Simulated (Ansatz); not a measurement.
# C (slab): what the fields show

Input file:

```
crystal:
  lattice:
    - [2.4649796668, 0.0, 0.0]
    - [-1.2324898334, 2.1347350113, 0.0]
    - [0.0, 0.0, 30.4768659153]
  atoms:
    - { symbol: C, position: [0.0, 0.0, 0.2789000765] }
    - { symbol: C, position: [0.6666666667, 0.3333333333, 0.2789000688] }
    - { symbol: C, position: [0.0, 0.0, 0.3894500402] }
    - { symbol: C, position: [0.3333333333, 0.6666666667, 0.3894500325] }
    - { symbol: C, position: [0.0, 0.0, 0.5000000039] }
    - { symbol: C, position: [0.6666666667, 0.3333333333, 0.4999999961] }
    - { symbol: C, position: [0.0, 0.0, 0.6105499675] }
    - { symbol: C, position: [0.3333333333, 0.6666666667, 0.6105499598] }
    - { symbol: C, position: [0.0, 0.0, 0.7210999312] }
    - { symbol: C, position: [0.6666666667, 0.3333333333, 0.7210999235] }
basis:
  ecutwfc: 420
kpoints:
  mp_grid: { grid: [12, 12, 1] }
hamiltonian:
  xc: pbe
  dispersion: d3bj
scf:
  occupations: { method: gaussian, width: 0.1 }
output:
  forces: true
  eigenvalues: true
  write_density: true
  write_potential: true
  elf: true
  volumetric_format: npy
relax:
  adjacent_minimum: "off"
  f_tol: 0.03
  max_steps: 70
  constraints: [{ sites: [0, 1, 2, 3] }]
efield:
  axis: 3
  dipole_correction: true
  ramp_width: 0.04
```

Command:

```sh
ansatz run input.yaml --threads 1 --pin off --max-ram 2560MiB --backend cpu --events-out ev --progress --plain --runs-dir out
```

The fields are those of the relaxed geometry.

Computed with DFT PBE+D3(BJ), scalar-relativistic, plane waves, PAW in Ansatz.

Core electrons are frozen (PAW), and the valence fields are smoothed inside the atomic spheres.

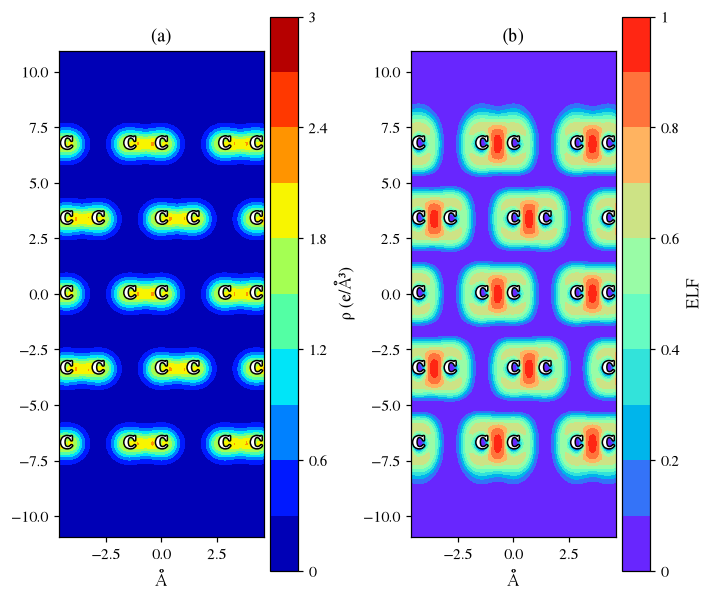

Figure 1. (a) valence charge density (pseudo); (b) electron localisation function on the (110) plane of the calculation cell, a cut from vacuum to vacuum.

**What does the map show?**

- The section cuts through C sites.
- C–C (1.42 Å): ρ at the midpoint is about 2 e/Å³; the ELF peaks at about 0.95 between the atoms.
- The density dies away to nearly zero in the vacuum.

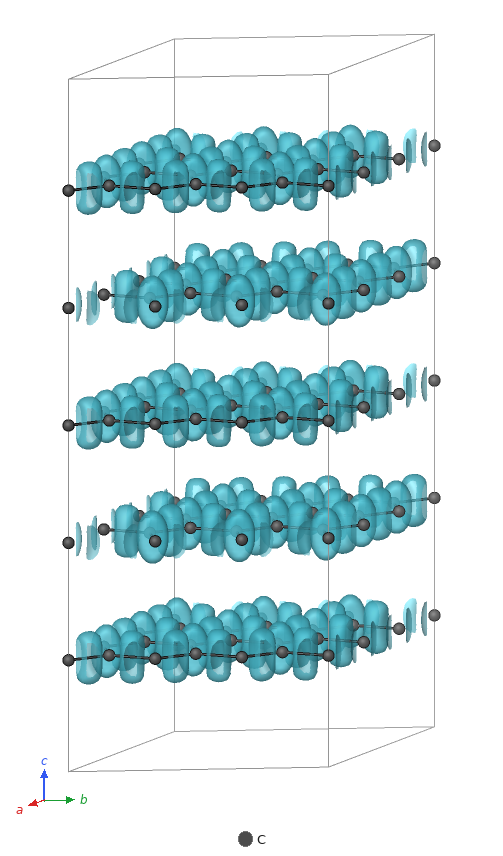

Figure 2. Isosurface of the ELF at 0.75 (cyan), seen slightly off an axis. Only the valence region is drawn (cores and ρ < 0.01 e/Å³ removed). Sticks mark near contacts.

**Where are the electrons localised?**

The surface consists of 15 regions between bonded C–C atoms, counted in one cell of 10 atoms. Counts are for one cell; the picture repeats the cell along the surface.

**Does the calculation give a band gap?**

It is gapless in this calculation (a metal or semimetal).
